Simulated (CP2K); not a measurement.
# A series of single points on TaN

System: TaN (P-6m2, 2 atoms in the cell).
Method: Kohn-Sham DFT of a periodic cell, PBEsol, GTH-PBE with UZH-TZVP basis, no spin polarisation (CP2K 2026.2).

The 6 runs differ only in the geometry, by an even scaling of the cell at fixed fractional positions. The structure derives from an entry of the Crystallography Open Database.

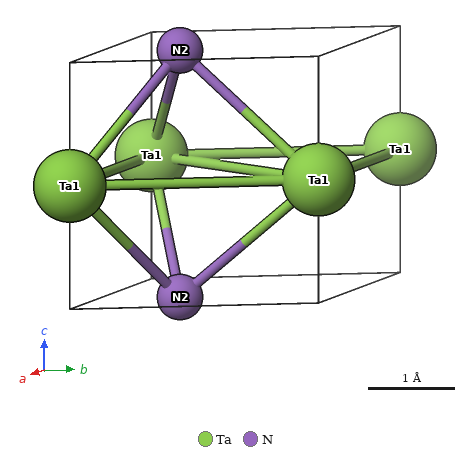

Figure 1. The structure of run 4 (ball-and-stick view of the cell of the calculation, seen slightly off an axis; atoms are numbered from 1 in the order of the input). An atom can appear more than once, as a periodic image.

## Input of run 4
```
&GLOBAL
  PROJECT tan_eos
  RUN_TYPE ENERGY_FORCE
  PRINT_LEVEL LOW
&END GLOBAL
&FORCE_EVAL
  METHOD QS
  STRESS_TENSOR ANALYTICAL
  &DFT
    BASIS_SET_FILE_NAME BASIS_MOLOPT_UZH
    POTENTIAL_FILE_NAME POTENTIAL_UZH
    WFN_RESTART_FILE_NAME previous-RESTART.kp
    &MGRID
      CUTOFF 450
      REL_CUTOFF 60
      NGRIDS 4
    &END MGRID
    &QS
      METHOD GPW
      EPS_DEFAULT 1.0E-10
    &END QS
    &KPOINTS
      SCHEME MONKHORST-PACK 10 10 9
      GAMMA_CENTERED T
      SYMMETRY T
      SYMMETRY_BACKEND SPGLIB
    &END KPOINTS
    &SCF
      SCF_GUESS RESTART
      EPS_SCF 1.0E-6
      MAX_SCF 100
      ADDED_MOS 13
      CHOLESKY OFF
      EPS_EIGVAL 1.0E-7
      &DIAGONALIZATION ON
        ALGORITHM STANDARD
      &END DIAGONALIZATION
      &MIXING ON
        METHOD BROYDEN_MIXING
        ALPHA 0.4
        BETA 1.5
        NBUFFER 8
      &END MIXING
      &SMEAR ON
        METHOD FERMI_DIRAC
        ELECTRONIC_TEMPERATURE [K] 580.226
      &END SMEAR
    &END SCF
    &XC
      &XC_FUNCTIONAL
        &GGA_X_PBE_SOL
        &END GGA_X_PBE_SOL
        &GGA_C_PBE_SOL
        &END GGA_C_PBE_SOL
      &END XC_FUNCTIONAL
    &END XC
    &PRINT
      &KPOINTS ON
      &END KPOINTS
      &MULLIKEN ON
      &END MULLIKEN
      &MO ON
        ENERGIES T
        OCCUPATION_NUMBERS T
        &EACH
          QS_SCF 0
        &END EACH
        ADD_LAST NUMERIC
      &END MO
    &END PRINT
  &END DFT
  &SUBSYS
    &CELL
      ABC 2.9574575207 2.9574575206 2.9020932717
      ALPHA_BETA_GAMMA 90.0000000000 90.0000000000 119.9999999995
      PERIODIC XYZ
    &END CELL
    &COORD
      Ta  0.0000000000 0.0000000000 1.4510466359
      N   1.4787287605 0.8537444477 0.0000000000
    &END COORD
    &KIND Ta
      BASIS_SET TZVP-MOLOPT-PBE-GTH-q13
      POTENTIAL GTH-PBE-q13
    &END KIND
    &KIND N
      BASIS_SET TZVP-MOLOPT-PBE-GTH-q5
      POTENTIAL GTH-PBE-q5
    &END KIND
    &PRINT
      &ATOMIC_COORDINATES ON
      &END ATOMIC_COORDINATES
      &CELL ON
      &END CELL
    &END PRINT
  &END SUBSYS
  &PRINT
    &FORCES ON
    &END FORCES
    &STRESS_TENSOR ON
    &END STRESS_TENSOR
  &END PRINT
&END FORCE_EVAL
```

Command:
```bash
OMP_NUM_THREADS=1 cp2k.psmp -i tan_eos.inp -o tan_eos.out
```

Run 2 has the same physical settings and fractional positions; its lattice vectors (Å) are:
```
   2.898292    0.000000    0.000000
  -1.449146    2.509995    0.000000
   0.000000    0.000000    2.844036
```

## Results, with one run withheld

| run | volume per atom (Å³) | free energy per atom, from the lowest run given (meV) | pressure (GPa) |
| --- | --- | --- | --- |
| 1 | 10.129 | 24.57 | 17.73 |
| 2 | 10.345 | ? | ? |
| 3 | 10.560 | 0.00 | 1.13 |
| 4 | 10.991 | 15.64 | −12.28 |
| 5 | 11.207 | 36.06 | −17.98 |
| 6 | 11.422 | 63.74 | −23.09 |

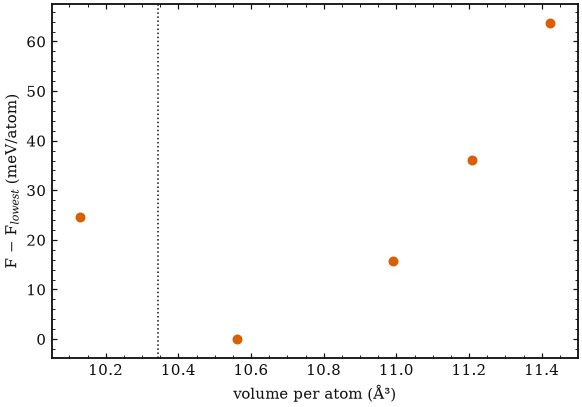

Figure 2. Free energy per atom of the runs given; the dotted line marks run 2.

What should run 2 give?

A cubic polynomial in V^(−2/3) (the Birch–Murnaghan form), fitted to the 5 runs given, misses them by at most 0.03 meV per atom. With x = V^(−2/3) − 0.20410 Å⁻², it reads F = 6.3477 − 4003 x + 6.1925e+05 x² + 3.2783e+05 x³ (meV per atom). At run 2 it gives 6.69 meV per atom, and the run itself gives 6.71. The slope of the fit gives a pressure −dF/dV of 8.96 GPa there, and the run prints 8.99 GPa. The fit has its minimum at 10.593 Å³ per atom, where V d²F/dV² gives 360 GPa. Cell shape and fractional positions are held, so this is the stiffness under even scaling; the relaxed bulk modulus wasn't computed.

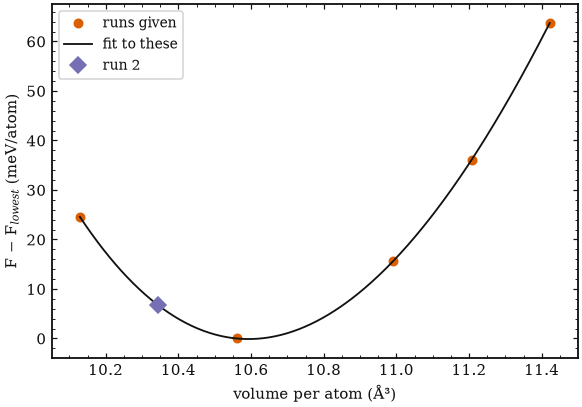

Figure 3. The fit and the withheld run.

## Some lines of the output (run 2)
```
[...]
 CELL| Volume [angstrom^3]:                                            20.689505
 CELL_REF| Volume [angstrom^3]:                                        20.689505
                        Smear method:                                FERMI_DIRAC
  Step     Update method      Time    Convergence         Total energy    Change
  Fermi energy:                                                 0.58024700787120
  Total energy:                                               -68.12478429855463
  Total energy (extrapolated to T->0):                        -68.12477910685352
 MO| E(Fermi):            0.580247 a.u.         15.789324 eV
 MO| Band gap:            0.187571 a.u.          5.104054 eV
```

Notes: Spin–orbit coupling is left out, which matters for Ta.
